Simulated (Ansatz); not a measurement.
Li8Nb7O24: geometry relaxation (part 1 of 3)

- system: Li8Nb7O24 (defect cell, 39 atoms in the cell)
- method: DFT PBE, scalar-relativistic, plane waves, PAW, spin-polarised (Ansatz 0.2.0)

The structure derives from a Materials Project entry. It belongs to a series of runs on one base structure; here: Nb vacancy (site b), charge +0, atoms relaxed at the host's cell, started again with a moment of 1 μB. Figures and captions count atoms from 1; the log counts them from 0 in places.

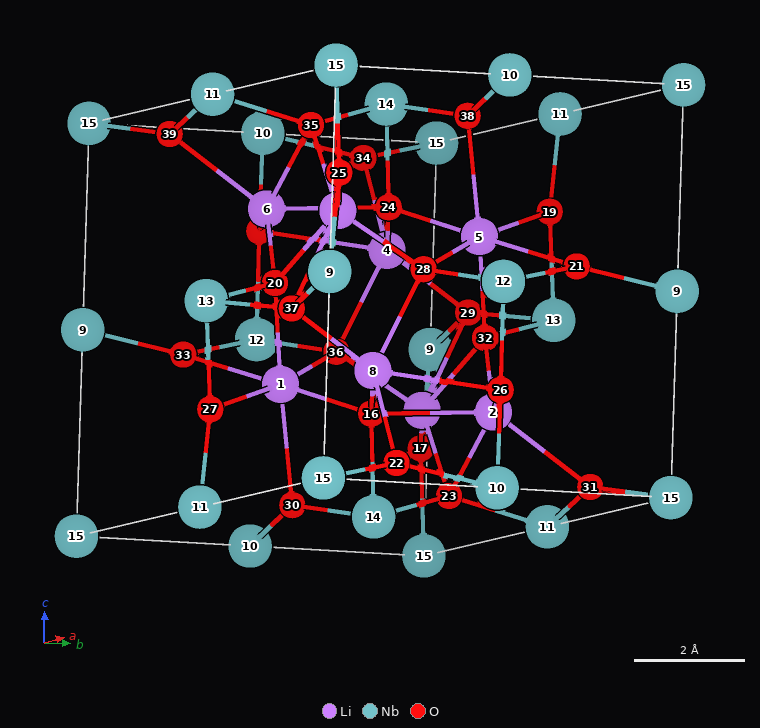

Fig. 1: The structure as given in the input (ball-and-stick view of the cell of the calculation, seen at an oblique angle; atoms are numbered from 1 in the order of the input). An atom can appear more than once, as a periodic image.

Input file
```yaml
crystal:
  lattice:
    - [-5.2230013853, -3.0155012558, 4.5982845429]
    - [5.2230013853, -3.0155012558, 4.5982845429]
    - [0.0, 6.0310025116, 4.5982845429]
  atoms:
    - { symbol: Li, position: [0.3361622938, 0.3361622938, 0.3361622938] }
    - { symbol: Li, position: [0.7020716924, 0.6925555075, 0.2344653853] }
    - { symbol: Li, position: [0.6925555075, 0.2344653853, 0.7020716924] }
    - { symbol: Li, position: [0.2344653853, 0.7020716924, 0.6925555075] }
    - { symbol: Li, position: [0.6638377062, 0.6638377062, 0.6638377062] }
    - { symbol: Li, position: [0.2979283076, 0.3074444925, 0.7655346147] }
    - { symbol: Li, position: [0.3074444925, 0.7655346147, 0.2979283076] }
    - { symbol: Li, position: [0.7655346147, 0.2979283076, 0.3074444925] }
    - { symbol: Nb, position: [0.0, 0.0, 0.5] }
    - { symbol: Nb, position: [0.0, 0.5, 0.0] }
    - { symbol: Nb, position: [0.5, 0.0, 0.0] }
    - { symbol: Nb, position: [0.0, 0.5, 0.5] }
    - { symbol: Nb, position: [0.5, 0.0, 0.5] }
    - { symbol: Nb, position: [0.5, 0.5, 0.0] }
    - { symbol: Nb, position: [0.0, 0.0, 0.0] }
    - { symbol: O, position: [0.5626257401, 0.4398880068, 0.2382835247], spin: 0.167 }
    - { symbol: O, position: [0.0564170546, 0.9416230037, 0.2498599614] }
    - { symbol: O, position: [0.0699913325, 0.4491047663, 0.7505165956] }
    - { symbol: O, position: [0.5570168905, 0.9386915386, 0.7521725399] }
    - { symbol: O, position: [0.4398880068, 0.2382835247, 0.5626257401], spin: 0.167 }
    - { symbol: O, position: [0.9386915386, 0.7521725399, 0.5570168905] }
    - { symbol: O, position: [0.9416230037, 0.2498599614, 0.0564170546] }
    - { symbol: O, position: [0.4491047663, 0.7505165956, 0.0699913325] }
    - { symbol: O, position: [0.4373742599, 0.5601119932, 0.7617164753], spin: 0.167 }
    - { symbol: O, position: [0.9435829454, 0.0583769963, 0.7501400386] }
    - { symbol: O, position: [0.9300086675, 0.5508952337, 0.2494834044] }
    - { symbol: O, position: [0.4429831095, 0.0613084614, 0.2478274601] }
    - { symbol: O, position: [0.7617164753, 0.4373742599, 0.5601119932], spin: 0.167 }
    - { symbol: O, position: [0.2494834044, 0.9300086675, 0.5508952337] }
    - { symbol: O, position: [0.2478274601, 0.4429831095, 0.0613084614] }
    - { symbol: O, position: [0.7501400386, 0.9435829454, 0.0583769963] }
    - { symbol: O, position: [0.5601119932, 0.7617164753, 0.4373742599], spin: 0.167 }
    - { symbol: O, position: [0.0613084614, 0.2478274601, 0.4429831095] }
    - { symbol: O, position: [0.0583769963, 0.7501400386, 0.9435829454] }
    - { symbol: O, position: [0.5508952337, 0.2494834044, 0.9300086675] }
    - { symbol: O, position: [0.2382835247, 0.5626257401, 0.4398880068], spin: 0.167 }
    - { symbol: O, position: [0.7505165956, 0.0699913325, 0.4491047663] }
    - { symbol: O, position: [0.7521725399, 0.5570168905, 0.9386915386] }
    - { symbol: O, position: [0.2498599614, 0.0564170546, 0.9416230037] }
  host:
    lattice:
      - [2.6115006926, 1.5077506279, 4.5982845429]
      - [-2.6115006926, 1.5077506279, 4.5982845429]
      - [0.0, -3.0155012558, 4.5982845429]
    atoms:
      - { symbol: Li, position: [0.25, 0.25, 0.25] }
      - { symbol: Li, position: [0.75, 0.75, 0.75] }
      - { symbol: Nb, position: [0.5, 0.5, 0.5] }
      - { symbol: Nb, position: [0.0, 0.0, 0.0] }
      - { symbol: O, position: [0.1303704233, 0.3696295767, 0.75] }
      - { symbol: O, position: [0.3696295767, 0.75, 0.1303704233] }
      - { symbol: O, position: [0.8696295767, 0.6303704233, 0.25] }
      - { symbol: O, position: [0.25, 0.8696295767, 0.6303704233] }
      - { symbol: O, position: [0.6303704233, 0.25, 0.8696295767] }
      - { symbol: O, position: [0.75, 0.1303704233, 0.3696295767] }
basis:
  ecutwfc: 420
  xc_grid: 2
kpoints:
  mp_grid: { grid: [2, 2, 2], shift: [0.5, 0.5, 0.5] }
hamiltonian:
  xc: pbe
scf:
  occupations: { method: gaussian, width: 0.01 }
output:
  forces: true
  stress: false
  eigenvalues: true
  populations: true
  charged_corrections: { defect_position: [0.5, 0.5, 0.5] }
  write_density: true
  write_potential: true
  elf: true
  volumetric_format: npy
magnetization:
  spin_polarized: true
relax:
  adjacent_minimum: "off"
  f_tol: 0.025
  max_steps: 45
```

Run on 4 threads of Intel Xeon (Granite Rapids), 32 GiB of memory available, shared host.

Launch command:
```bash
ansatz run input.yaml --threads 4 --pin off --max-ram 10240MiB --backend cpu --events-out ev --progress --plain --runs-dir out
```

The program's output
```
Engine: ansatz 0.2.0, x86_64-unknown-linux-gnu
Pseudopotentials: kind: paw
Pseudopotential: Li, paw, valence charge 3, recommended cutoff 420 eV (normal), Li.paw.azcp
Pseudopotential: Nb, paw, valence charge 13, recommended cutoff 420 eV (normal), Nb.paw.azcp
Pseudopotential: O, paw, valence charge 6, recommended cutoff 420 eV (normal), O.paw.azcp
Functional definition: PBE
  parameter kappa = 0.804
  parameter beta = 0.06672455060314922
  exchange = pbe_x(kappa = kappa, mu = beta*pi^2/3)
  correlation = pbe_c(beta = beta)
Crystal: 39 atoms, lattice volume = 434.537 Å³
Basis set: ecut = 420 eV, 8523 PW (Γ), exchange–correlation on 108×108×108 points (8 copies of the dense FFT grid, shifted against one another)
Bands: 170, of which v1, the nominal top of the filled ones, is band 130 counted from 1 (129 counted from 0)
Symmetry: 6 space group operations
Space group: R-3 (ITA 148), of the structure as read, at distance tolerance 7.6e-5 Å
Magnetic group: BNS 148.17 (UNI 1247), of the structure as read, at distance tolerance 7.6e-5 Å
k-points: 2 of 8
Non-local potential: Li, projectors of the file, l = 0: 3, l = 1: 2, l = 2: 1
Non-local potential: Nb, projectors of the file, l = 0: 3, l = 1: 2, l = 2: 2, l = 3: 1
Non-local potential: O, projectors of the file, l = 0: 2, l = 1: 2, l = 2: 1
PAW form: soft (Blöchl's): semilocal exchange-correlation on the pseudo side does not see the compensation charge
PAW one-centre angular grid: Li, 110 points (default); XC on 64 Gauss nodes
PAW one-centre angular grid: Nb, 590 points (default); XC on 64 Gauss nodes
PAW one-centre angular grid: O, 110 points (default); XC on 64 Gauss nodes
Initial density: superposition of atomic densities (chi_scale 0.1, normalization cell, long waves kept (reshape's long-wave potential 0.12 eV rms))
Starting moments: Σ|m| = 1.002 μB on 6 of 39 sites
Initial wavefunctions: pseudopotential atomic-orbital guess
Functional: x = pbe(κ = 0.804, μ = 0.2195149727645171), c = pbe(β = 0.06672455060314922)
SCF iter   1: F=—  HF=-47147.395689 eV  |F-HF|=—  |Δ(HF+E_count)|=         —  Δρ=4.64e-2 (↑4.64e-2 ↓4.63e-2)  dr2=3.98e1  dr2_m=8.23e-2  M=1.000 μB ∫|m|=1.055 μB  β_m=0.30  ethr=3.10e-3  ⟨swp⟩=5.0  Hψ=2414  notcnv=0  defer=68
Mixer restart at iter 1: flushing history
preconditioner: auto → Resta (q_TF=auto, 2.503 Å⁻¹)  ε∞=5.0  [insulator: Δε(μ)=0.138 eV  Ē_g=12.212 eV  σ=0.010 eV  W_gap=1.00  n_scr=110 (ndim 8)  ℏωp=24.4 eV  f_vac=0.000  D(μ)=0.00/eV (n_scr^D=0)  ε∞_Penn≈5.0]
spin=Collinear: Resta preconditioning applied to the charge; magnetization (m = ρ↑ − ρ↓) channel mixes plain (no charge-response kernel on spin).
SCF iter   2: F=—  HF=-47139.587081 eV  |F-HF|=—  |Δ(HF+E_count)|=    7.81e0  Δρ=2.47e-2 (↑2.47e-2 ↓2.46e-2)  dr2=8.59e0  dr2_m=1.66e-1  M=1.499 μB ∫|m|=1.541 μB  β_m=0.33  ethr=3.10e-3  ⟨swp⟩=2.0  Hψ=1144  notcnv=0  defer=128
SCF iter   3: F=—  HF=-47143.280248 eV  |F-HF|=—  |Δ(HF+E_count)|=    3.69e0  Δρ=1.77e-2 (↑1.77e-2 ↓1.72e-2)  dr2=3.35e0  dr2_m=1.06e-1  M=1.647 μB ∫|m|=1.706 μB  β_m=0.53  ethr=3.10e-3  ⟨swp⟩=2.0  Hψ=708  notcnv=0  defer=128
SCF iter   4: F=—  HF=-47146.896030 eV  |F-HF|=—  |Δ(HF+E_count)|=    3.62e0  Δρ=1.47e-2 (↑1.47e-2 ↓1.32e-2)  dr2=4.58e0  dr2_m=1.25e-1  M=2.276 μB ∫|m|=2.357 μB  β_m=0.60  ethr=1.29e-3  ⟨swp⟩=2.0  Hψ=960  notcnv=0  defer=128
SCF iter   5: F=—  HF=-47147.346889 eV  |F-HF|=—  |Δ(HF+E_count)|=   4.51e-1  Δρ=1.17e-2 (↑8.13e-3 ↓1.17e-2)  dr2=5.80e-1  dr2_m=2.40e-1  M=4.289 μB ∫|m|=4.406 μB  β_m=0.72  ethr=1.29e-3  ⟨swp⟩=2.0  Hψ=1004  notcnv=0  defer=128
SCF iter   6: F=—  HF=-47147.605801 eV  |F-HF|=—  |Δ(HF+E_count)|=   2.59e-1  Δρ=6.55e-3 (↑6.55e-3 ↓5.92e-3)  dr2=1.30e-1  dr2_m=1.27e-1  M=5.000 μB ∫|m|=5.331 μB  β_m=0.86  ethr=2.24e-4  ⟨swp⟩=2.0  Hψ=1033  notcnv=0  defer=137
SCF iter   7: F=—  HF=-47147.664422 eV  |F-HF|=—  |Δ(HF+E_count)|=         —  Δρ=3.57e-3 (↑3.07e-3 ↓3.57e-3)  dr2=9.23e-2  dr2_m=1.83e-2  M=5.000 μB ∫|m|=5.690 μB  β_m=0.86  ethr=5.01e-5  ⟨swp⟩=2.0  Hψ=1079  notcnv=0  defer=137
Mixer restart at iter 7: flushing history
SCF iter   8: F=—  HF=-47147.691277 eV  |F-HF|=—  |Δ(HF+E_count)|=   2.69e-2  Δρ=1.76e-3 (↑1.76e-3 ↓1.62e-3)  dr2=2.25e-2  dr2_m=2.17e-3  M=5.000 μB ∫|m|=5.790 μB  β_m=0.77  ethr=3.56e-5  ⟨swp⟩=2.0  Hψ=1079  notcnv=0  defer=137
SCF iter   9: F=—  HF=-47147.691427 eV  |F-HF|=—  |Δ(HF+E_count)|=   1.50e-4  Δρ=5.08e-4 (↑4.73e-4 ↓5.08e-4)  dr2=9.77e-4  dr2_m=8.49e-4  M=5.000 μB ∫|m|=5.818 μB  β_m=0.88  ethr=8.70e-6  ⟨swp⟩=2.0  Hψ=1119  notcnv=0  defer=137
SCF iter  10: F=—  HF=-47147.691764 eV  |F-HF|=—  |Δ(HF+E_count)|=   3.37e-4  Δρ=1.43e-4 (↑9.10e-5 ↓1.43e-4)  dr2=1.62e-4  dr2_m=2.96e-5  M=5.000 μB ∫|m|=5.852 μB  β_m=0.94  ethr=3.77e-7  ⟨swp⟩=2.0  Hψ=1064  notcnv=0  defer=137
SCF iter  11: F=—  HF=-47147.691843 eV  |F-HF|=—  |Δ(HF+E_count)|=   7.82e-5  Δρ=3.78e-5 (↑3.78e-5 ↓3.66e-5)  dr2=3.00e-5  dr2_m=1.51e-6  M=5.000 μB ∫|m|=5.858 μB  β_m=0.96  ethr=6.24e-8  ⟨swp⟩=2.0  Hψ=984  notcnv=0  defer=137
SCF iter  12: F=—  HF=-47147.691854 eV  |F-HF|=—  |Δ(HF+E_count)|=   1.14e-5  Δρ=6.10e-5 (↑2.38e-5 ↓6.10e-5)  dr2=3.75e-5  dr2_m=2.55e-6  M=5.000 μB ∫|m|=5.859 μB  β_m=0.96  ethr=1.16e-8  ⟨swp⟩=2.0  Hψ=1021  notcnv=0  defer=137
SCF iter  13: F=-47147.691851 eV  HF=-47147.691852 eV  |F-HF|=1.02e-6  |Δ(HF+E_count)|=   2.20e-6  Δρ=1.54e-5 (↑7.95e-6 ↓1.54e-5)  dr2=2.20e-6  dr2_m=1.26e-7  M=5.000 μB ∫|m|=5.859 μB  ethr=6.03e-9  ⟨swp⟩=15.5  Hψ=5334  notcnv=0
SCF 1 converged in 13 iterations: F = -47147.691851 eV  dr2 = 2.20e-6
  greatest PAW one-centre occupation: 1.000 electrons in one spin orbital (limit 2), on the Li atom at site 7 (counted from 0), in its partial waves of l = 0
relax step   1: F+E_penalty+E_count = -47147.69185071 eV  Δ(F+E_penalty+E_count) = +0.000e0 eV  max|allowed force component| = 1.657e-2 eV/Å  Δτ_max = 0.0000 Å  (13 SCF iters, dr2 threshold 1.56e-5 eV, accepted)
Initial density: handed on by an earlier stage of this run
Starting moments: Σ|m| = 1.002 μB on 6 of 39 sites; this step starts from the density that it was given
Initial wavefunctions: those handed on with the density
iter 1 solved again at ethr=2.92e-10 eV; its pass at ethr=3.10e-3 eV (dr2=7.58e-7 eV) is discarded
SCF iter   1: F=—  HF=-47147.691851 eV  |F-HF|=—  |Δ(HF+E_count)|=         —  Δρ=9.01e-6 (↑6.38e-6 ↓9.01e-6)  dr2=7.56e-7  dr2_m=8.21e-8  M=5.000 μB ∫|m|=5.859 μB  β_m=0.65  ethr=2.92e-10  ⟨swp⟩=1.0  Hψ=1600  notcnv=0
preconditioner: auto → Resta (q_TF=auto, 2.503 Å⁻¹)  ε∞=5.4  [insulator: Δε(μ)=0.077 eV  Ē_g=11.631 eV  σ=0.010 eV  W_gap=1.00  n_scr=110 (ndim 8)  ℏωp=24.4 eV  f_vac=0.034  D(μ)=0.00/eV (n_scr^D=0)  ε∞_Penn≈5.4]
spin=Collinear: Resta preconditioning applied to the charge; magnetization (m = ρ↑ − ρ↓) channel mixes plain (no charge-response kernel on spin).
SCF iter   2: F=—  HF=-47147.691852 eV  |F-HF|=—  |Δ(HF+E_count)|=   7.04e-7  Δρ=3.82e-6 (↑3.20e-6 ↓3.82e-6)  dr2=2.07e-7  dr2_m=2.33e-8  M=5.000 μB ∫|m|=5.859 μB  β_m=0.65  ethr=2.92e-10  ⟨swp⟩=2.0  Hψ=976  notcnv=0
SCF iter   3: F=-47147.691852 eV  HF=-47147.691852 eV  |F-HF|=5.45e-8  |Δ(HF+E_count)|=   2.33e-7  Δρ=2.25e-6 (↑1.33e-6 ↓2.25e-6)  dr2=8.06e-8  dr2_m=3.34e-9  M=5.000 μB ∫|m|=5.859 μB  ethr=3.86e-11  ⟨swp⟩=6.2  Hψ=3746  notcnv=0
SCF 2 converged in 3 iterations: F = -47147.691852 eV  dr2 = 8.06e-8
relax step   2: F+E_penalty+E_count = -47147.69185213 eV  Δ(F+E_penalty+E_count) = -1.425e-6 eV  max|allowed force component| = 1.658e-2 eV/Å  Δτ_max = 0.0000 Å  (3 SCF iters, accepted)
```

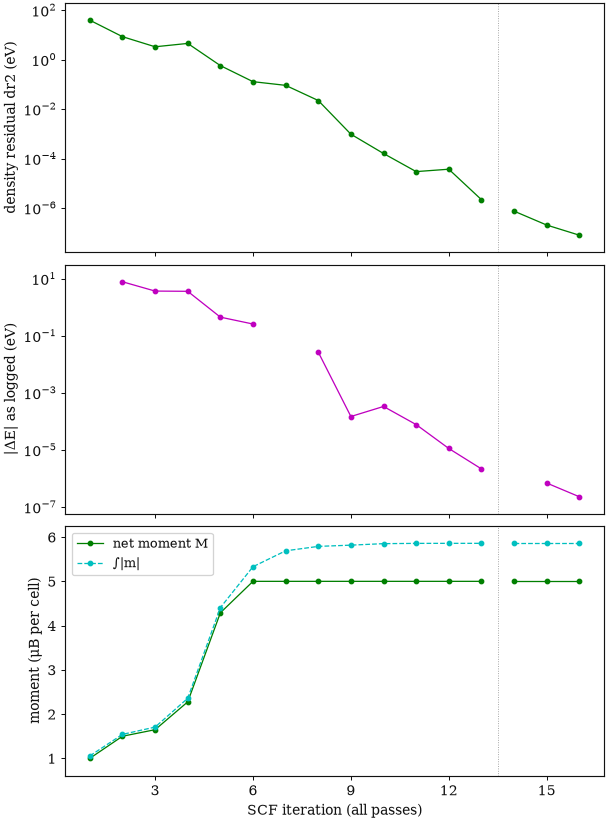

Fig. 2: Convergence of the self-consistent field: density residual dr2, size of the energy change and magnetic moment against the SCF iteration. The dotted lines part the SCF passes of the relaxation: geometry steps, rejected trials and re-solves on a re-selected basis. The passes take 13 and 3 iterations. The net moment goes from 1.0 to 5.0 μB per cell.

```
SCF converged after 3 iterations
Magnetization: 5.0000 μB (132.0000 up, 127.0000 down)
Absolute magnetization: 5.8621 μB (∫|ρ↑−ρ↓|, with the PAW one-centre terms)
Spin contamination: 0.0281 ħ² per cell (⟨S²⟩ above its minimum at these occupations)
Per-site moments (μB) at R_I (Å): [(-0.0008606125036155437, 0.8319261345817414), (-0.00033805408606660004, 0.7888223518573554), (-0.00033805408606663745, 0.7888223518573555), (-0.00033805408606656133, 0.7888223518573556), (-0.0008606125036155967, 0.8319261345817419), (-0.0003380540860665812, 0.7888223518573553), (-0.00033805408606663056, 0.788822351857355), (-0.0003380540860665226, 0.7888223518573558), (-0.024673362033328206, 0.8168548952353459), (-0.02467336203332816, 0.8168548952353458), (-0.02467336203332839, 0.8168548952353457), (-0.02143830989095323, 0.7913620221821089), (-0.02143830989095326, 0.7913620221821088), (-0.021438309890953088, 0.7913620221821088), (-0.030943602484965117, 0.819568307025687), (0.380581745054932, 0.7888223518573558), (0.1761291532927364, 0.8195683070256875), (0.1279453178815808, 0.8210183289011298), (0.10749245146767798, 0.8168548952353465), (0.380581745054932, 0.7888223518573553), (0.10749245146767791, 0.8168548952353459), (0.17612915329273643, 0.8195683070256876), (0.1279453178815808, 0.8210183289011297), (0.3805817450549319, 0.7888223518573556), (0.17612915329273637, 0.819568307025687), (0.12794531788158062, 0.8210183289011295), (0.10749245146767812, 0.8168548952353457), (0.3805817450549324, 0.7888223518573555), (0.1279453178815807, 0.8210183289011296), (0.10749245146767801, 0.8168548952353458), (0.1761291532927364, 0.8195683070256876), (0.38058174505493203, 0.7888223518573554), (0.10749245146767798, 0.8168548952353459), (0.1761291532927363, 0.819568307025687), (0.12794531788158067, 0.8210183289011297), (0.38058174505493214, 0.788822351857355), (0.12794531788158073, 0.8210183289011295), (0.1074924514676779, 0.8168548952353463), (0.17612915329273646, 0.8195683070256871)]
Free energy (F): -47147.691852 eV
Harris-Foulkes:  -47147.691852 eV  (|F-HF|=5.45e-8)
Internal energy: -47147.691852 eV  (E = F + TS)
E sigma→0 (E₀):  -47147.691852 eV
Fermi energy:    6.049856 eV
--- Per-component energies (eV) ---
  E_band       = -2224.758996
  E_kinetic    = 7122.333329
  E_local      = -17313.933492  (includes V_loc(G=0)·N_el)
  E_nonlocal   = 1686.384696
  E_hartree    = 5914.455781
  E_xc         = -3084.865043
  E_vxc        = -3858.131499  (∫ρ·V_xc dr)
  E_paw        = -25458.236124  (= ΣΔE_a)
  E_vpaw       = -1690.370998  (= ΣTr[D̂ρ^β])
  E_aug_tail   = 0.057903  (compensation charges beyond the density's cutoff)
  E_ewald      = -16013.888902
  E_smearing   = -0.000000  (= −TS)
  E_closure    = -0.000000  (closes the sum)
  Σ components = -47147.691852   (vs F -47147.691852, Δ=0.00e0)
```
